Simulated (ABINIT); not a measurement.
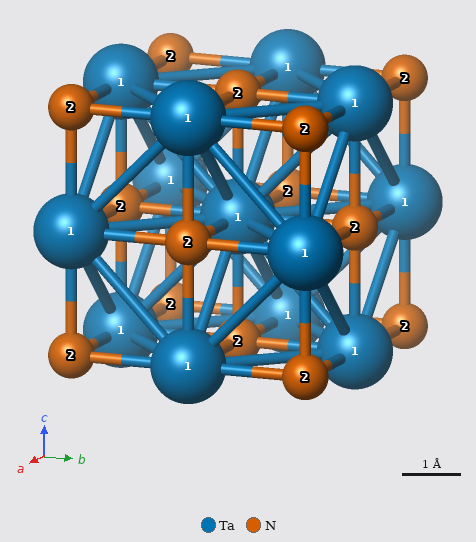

The input geometry (ball-and-stick view of the cell 4 times as large as that of the calculation, set on its symmetry axes, seen slightly off an axis; atoms are numbered from 1 in the order of the input).

# TaN: geometry relaxation (part 1 of 2)

The run: geometry relaxation of TaN (Fm-3m, 2 atoms in the cell). Method and program: Kohn-Sham DFT of a periodic cell, PBEsol, PseudoDojo NC SR PBEsol v0.4.1 standard, no spin polarisation (ABINIT 10.8.3).

The structure derives from a Materials Project entry.

### Input
```
pp_dirpath "./"
pseudos "Ta.upf, N.upf"

acell 3*1.0
rprim
     0.0000000000     4.1787948431     4.1787948431
     4.1787948431     0.0000000000     4.1787948431
     4.1787948431     4.1787948431     0.0000000000
ntypat 2
znucl 73 7
natom 2
typat 1 2
chkprim 0
chksymtnons 0
tolsym 1.0e-6
xred
            1/2            1/2            1/2
            0.0            0.0            0.0

ecut 42.0
ecutsm 0.5

kptopt 1
ngkpt 8 8 8
nshiftk 1
shiftk 0.0 0.0 0.0

ixc -116133

nband 13
occopt 3
tsmear 0.05 eV

nstep 80
tolvrs 1.0e-12

iomode 3
prteig 0
prtebands 0
prtwf 0
prtden 0

ionmov 2
optcell 2
ntime 50
tolmxf 2.0e-5
dilatmx 1.08
```

Launch command:
```bash
abinit run.abi > log 2>&1
```

### Output
```
.Version 10.8.3 of ABINIT
 Symmetries : space group Fm -3 m (#225); Bravais cF (face-center cubic)
================================================================================
 Values of the parameters that define the memory need of the present run
     intxc =       0    ionmov =       2      iscf =       7    lmnmax =       8
     lnmax =       8     mgfft =      40  mpssoang =       4    mqgrid =    3001
     natom =       2  nloc_mem =       1    nspden =       1   nspinor =       1
    nsppol =       1      nsym =      48    n1xccc =    2501    ntypat =       2
    occopt =       3   xclevel =       2
       mpw =        2413          nfft =       64000          nkpt =          29
================================================================================
================================================================================

--------------------------------------------------------------------------------
------------- Echo of variables that govern the present computation ------------
--------------------------------------------------------------------------------
 -outvars: echo values of preprocessed input variables --------
            acell      1.0000000000E+00  1.0000000000E+00  1.0000000000E+00 Bohr
              amu      1.80947900E+02  1.40067400E+01
          chkprim           0
      chksymtnons           0
          dilatmx      1.08000000E+00
             ecut      4.20000000E+01 Hartree
           ecutsm      5.00000000E-01 Hartree
           ionmov           2
              ixc     -116133
         kptrlatt        8    0    0      0    8    0      0    0    8
          kptrlen      4.72776667E+01
            natom           2
            nband          13
            ngfft          40      40      40
             nkpt          29
            nstep          80
             nsym          48
            ntime          50
           ntypat           2
           occopt           3
          optcell           2
           prtden           0
        prtebands           0
           prteig           0
            prtwf           0
            rprim      0.0000000000E+00  4.1787948431E+00  4.1787948431E+00
                       4.1787948431E+00  0.0000000000E+00  4.1787948431E+00
                       4.1787948431E+00  4.1787948431E+00  0.0000000000E+00
          spgroup         225
           tolmxf      2.00000000E-05
           tolsym      1.00000000E-06
           tolvrs      1.00000000E-12
           tsmear      1.83746611E-03 Hartree
            typat      1  2
           xangst      2.2113229985E+00  2.2113229985E+00  2.2113229985E+00
                       0.0000000000E+00  0.0000000000E+00  0.0000000000E+00
            xcart      4.1787948431E+00  4.1787948431E+00  4.1787948431E+00
                       0.0000000000E+00  0.0000000000E+00  0.0000000000E+00
             xred      5.0000000000E-01  5.0000000000E-01  5.0000000000E-01
                       0.0000000000E+00  0.0000000000E+00  0.0000000000E+00
            znucl       73.00000    7.00000

================================================================================

 chkinp: Checking input parameters for consistency.

================================================================================
== DATASET  1 ==================================================================

--- !DatasetInfo
iteration_state: {dtset: 1, }
dimensions: {natom: 2, nkpt: 29, mband: 13, nsppol: 1, nspinor: 1, nspden: 1, mpw: 2413, }
cutoff_energies: {ecut:  42.0, pawecutdg:  -1.0, }
electrons: {nelect:   1.80000000E+01, charge:   0.00000000E+00, occopt:   3.00000000E+00, tsmear:   1.83746611E-03, }
meta: {optdriver: 0, ionmov: 2, optcell: 2, iscf: 7, paral_kgb: 0, }
...

 Real(R)+Recip(G) space primitive vectors, cartesian coordinates (Bohr,Bohr^-1):
 R(1)=  0.0000000  4.1787948  4.1787948  G(1)= -0.1196517  0.1196517  0.1196517
 R(2)=  4.1787948  0.0000000  4.1787948  G(2)=  0.1196517 -0.1196517  0.1196517
 R(3)=  4.1787948  4.1787948  0.0000000  G(3)=  0.1196517  0.1196517 -0.1196517
 Unit cell volume ucvol=  1.4594296E+02 bohr^3
 Angles (23,13,12)=  6.00000000E+01  6.00000000E+01  6.00000000E+01 degrees

 getcut: wavevector=  0.0000  0.0000  0.0000  ngfft=  40  40  40
         ecut(hartree)=     48.989   => boxcut(ratio)=   2.14823

--- Pseudopotential description ------------------------------------------------
- pspini: atom type   1  psp file is ./Ta.upf
  73.00000  13.00000  180301                  znucl, zion, pspdat
12 -116133 3 -1 1432                          pspcod,pspxc,lmax,lloc,mmax
     nproj     2     2     2     2

- pspini: atom type   2  psp file is ./N.upf
   7.00000   5.00000  180301                  znucl, zion, pspdat
12 -116133 1 -1 1058                          pspcod,pspxc,lmax,lloc,mmax
     nproj     2     2     0     0

   4.85512038E+02                                ecore*ucvol(ha*bohr**3)
--------------------------------------------------------------------------------

================================================================================

=== [ionmov= 2] Broyden-Fletcher-Goldfarb-Shanno method (forces)
================================================================================

--- Iteration: ( 1/50) Internal Cycle: (1/1)
--------------------------------------------------------------------------------

---SELF-CONSISTENT-FIELD CONVERGENCE--------------------------------------------

--- !BeginCycle
iteration_state: {dtset: 1, itime: 1, icycle: 1, }
solver: {iscf: 7, nstep: 80, nline: 4, wfoptalg: 0, }
tolerances: {tolvrs: 1.00E-12, }
...

     iter   Etot(hartree)      deltaE(h)  residm     vres2
 ETOT  1  -75.325166601806    -7.533E+01 2.476E-01 1.020E+03
 ETOT  2  -75.204170793707     1.210E-01 9.736E-02 1.992E+03
 ETOT  3  -75.491344785602    -2.872E-01 9.008E-03 1.228E+01
 ETOT  4  -75.493287577713    -1.943E-03 3.622E-03 6.955E-01
 ETOT  5  -75.493382519415    -9.494E-05 4.140E-04 5.891E-02
 ETOT  6  -75.493389344433    -6.825E-06 8.958E-04 6.852E-04
 ETOT  7  -75.493389438434    -9.400E-08 1.409E-04 1.164E-04
 ETOT  8  -75.493389457556    -1.912E-08 3.296E-04 1.496E-07
 ETOT  9  -75.493389457600    -4.391E-11 4.965E-05 1.540E-09
 ETOT 10  -75.493389457601    -1.378E-12 1.139E-04 7.788E-11
 ETOT 11  -75.493389457599     2.402E-12 1.626E-05 6.169E-14

 At SCF step   11       vres2   =  6.17E-14 < tolvrs=  1.00E-12 =>converged.

 Cartesian components of stress tensor (hartree/bohr^3)
  sigma(1 1)=  3.67501337E-04  sigma(3 2)=  0.00000000E+00
  sigma(2 2)=  3.67501337E-04  sigma(3 1)=  0.00000000E+00
  sigma(3 3)=  3.67501337E-04  sigma(2 1)=  0.00000000E+00

--- !ResultsGS
iteration_state: {dtset: 1, itime: 1, icycle: 1, }
comment   : Summary of ground state results
lattice_vectors:
- [  0.0000000,   4.1787948,   4.1787948, ]
- [  4.1787948,   0.0000000,   4.1787948, ]
- [  4.1787948,   4.1787948,   0.0000000, ]
lattice_lengths: [   5.90971,    5.90971,    5.90971, ]
lattice_angles: [ 60.000,  60.000,  60.000, ] # degrees, (23, 13, 12)
lattice_volume:   1.4594296E+02
convergence: {deltae:  2.402E-12, res2:  6.169E-14, residm:  1.626E-05, diffor: null, }
etotal    :  -7.54933895E+01
entropy   :   0.00000000E+00
fermie    :   5.88577650E-01
cartesian_stress_tensor: # hartree/bohr^3
- [  3.67501337E-04,   0.00000000E+00,   0.00000000E+00, ]
- [  0.00000000E+00,   3.67501337E-04,   0.00000000E+00, ]
- [  0.00000000E+00,   0.00000000E+00,   3.67501337E-04, ]
pressure_GPa:  -1.0812E+01
xred      :
- [  5.0000E-01,   5.0000E-01,   5.0000E-01, Ta]
- [  0.0000E+00,   0.0000E+00,   0.0000E+00,  N]
cartesian_forces: # hartree/bohr
- [ -0.00000000E+00,  -0.00000000E+00,  -0.00000000E+00, ]
- [ -0.00000000E+00,  -0.00000000E+00,  -0.00000000E+00, ]
force_length_stats: {min:   0.00000000E+00, max:   0.00000000E+00, mean:   0.00000000E+00, }
...

 Integrated electronic density in atomic spheres:
 ------------------------------------------------
 Atom  Sphere_radius  Integrated_density
    1        2.00000          9.27413955
    2        2.00000          5.31840380

---OUTPUT-----------------------------------------------------------------------

 Cartesian coordinates (xcart) [bohr]
  4.17879484310000E+00  4.17879484310000E+00  4.17879484310000E+00
  0.00000000000000E+00  0.00000000000000E+00  0.00000000000000E+00
 Reduced coordinates (xred)
  5.00000000000000E-01  5.00000000000000E-01  5.00000000000000E-01
  0.00000000000000E+00  0.00000000000000E+00  0.00000000000000E+00
 Cartesian forces (fcart) [Ha/bohr]; max,rms= 0.00000E+00 0.00000E+00 (free atoms)
 -0.00000000000000E+00 -0.00000000000000E+00 -0.00000000000000E+00
 -0.00000000000000E+00 -0.00000000000000E+00 -0.00000000000000E+00
 Gradient of E wrt nuclear positions in reduced coordinates (gred)
  0.00000000000000E+00  0.00000000000000E+00  0.00000000000000E+00
  0.00000000000000E+00  0.00000000000000E+00  0.00000000000000E+00
 Scale of Primitive Cell (acell) [bohr]
  1.00000000000000E+00  1.00000000000000E+00  1.00000000000000E+00
 Real space primitive translations (rprimd) [bohr]
  0.00000000000000E+00  4.17879484310000E+00  4.17879484310000E+00
  4.17879484310000E+00  0.00000000000000E+00  4.17879484310000E+00
  4.17879484310000E+00  4.17879484310000E+00  0.00000000000000E+00
 Unitary Cell Volume (ucvol) [Bohr^3]=  1.45942958522253E+02
 Angles (23,13,12)= [degrees]
  6.00000000000000E+01  6.00000000000000E+01  6.00000000000000E+01
 Lengths [Bohr]
  5.90970834148677E+00  5.90970834148677E+00  5.90970834148677E+00
 Stress tensor in cartesian coordinates (strten) [Ha/bohr^3]
  3.67501337360385E-04  0.00000000000000E+00  0.00000000000000E+00
  0.00000000000000E+00  3.67501337360382E-04  0.00000000000000E+00
  0.00000000000000E+00  0.00000000000000E+00  3.67501337360396E-04
 Total energy (etotal) [Ha]= -7.54933894575991E+01

--- Iteration: ( 2/50) Internal Cycle: (1/1)
--------------------------------------------------------------------------------

---SELF-CONSISTENT-FIELD CONVERGENCE--------------------------------------------

--- !BeginCycle
iteration_state: {dtset: 1, itime: 2, icycle: 1, }
solver: {iscf: 7, nstep: 80, nline: 4, wfoptalg: 0, }
tolerances: {tolvrs: 1.00E-12, }
...

     iter   Etot(hartree)      deltaE(h)  residm     vres2
 ETOT  1  -75.492520186681    -7.549E+01 2.558E-04 1.919E+01
 ETOT  2  -75.494150677626    -1.630E-03 3.052E-05 7.291E-01
 ETOT  3  -75.494151673674    -9.960E-07 2.047E-05 9.095E-01
 ETOT  4  -75.494279723643    -1.280E-04 1.696E-05 3.550E-03
 ETOT  5  -75.494280024674    -3.010E-07 3.398E-06 3.368E-05
 ETOT  6  -75.494280028732    -4.057E-09 1.046E-06 1.766E-08
 ETOT  7  -75.494280028736    -4.164E-12 1.310E-06 2.002E-10
 ETOT  8  -75.494280028736     2.700E-13 4.960E-07 1.256E-11
 ETOT  9  -75.494280028736     7.105E-14 7.572E-07 9.704E-14

 At SCF step    9       vres2   =  9.70E-14 < tolvrs=  1.00E-12 =>converged.

 Cartesian components of stress tensor (hartree/bohr^3)
  sigma(1 1)= -5.75365783E-06  sigma(3 2)=  0.00000000E+00
  sigma(2 2)= -5.75365783E-06  sigma(3 1)=  0.00000000E+00
  sigma(3 3)= -5.75365783E-06  sigma(2 1)=  0.00000000E+00

--- !ResultsGS
iteration_state: {dtset: 1, itime: 2, icycle: 1, }
comment   : Summary of ground state results
lattice_vectors:
- [  0.0000000,   4.1327235,   4.1327235, ]
- [  4.1327235,   0.0000000,   4.1327235, ]
- [  4.1327235,   4.1327235,   0.0000000, ]
lattice_lengths: [   5.84455,    5.84455,    5.84455, ]
lattice_angles: [ 60.000,  60.000,  60.000, ] # degrees, (23, 13, 12)
lattice_volume:   1.4116890E+02
convergence: {deltae:  7.105E-14, res2:  9.704E-14, residm:  7.572E-07, diffor: null, }
etotal    :  -7.54942800E+01
entropy   :   0.00000000E+00
fermie    :   6.10712772E-01
cartesian_stress_tensor: # hartree/bohr^3
- [ -5.75365783E-06,   0.00000000E+00,   0.00000000E+00, ]
- [  0.00000000E+00,  -5.75365783E-06,   0.00000000E+00, ]
- [  0.00000000E+00,   0.00000000E+00,  -5.75365783E-06, ]
pressure_GPa:   1.6928E-01
xred      :
- [  5.0000E-01,   5.0000E-01,   5.0000E-01, Ta]
- [  0.0000E+00,   0.0000E+00,   0.0000E+00,  N]
cartesian_forces: # hartree/bohr
- [ -0.00000000E+00,  -0.00000000E+00,  -0.00000000E+00, ]
- [ -0.00000000E+00,  -0.00000000E+00,  -0.00000000E+00, ]
force_length_stats: {min:   0.00000000E+00, max:   0.00000000E+00, mean:   0.00000000E+00, }
...

 Integrated electronic density in atomic spheres:
 ------------------------------------------------
 Atom  Sphere_radius  Integrated_density
    1        2.00000          9.30894292
    2        2.00000          5.38368580

---OUTPUT-----------------------------------------------------------------------
```
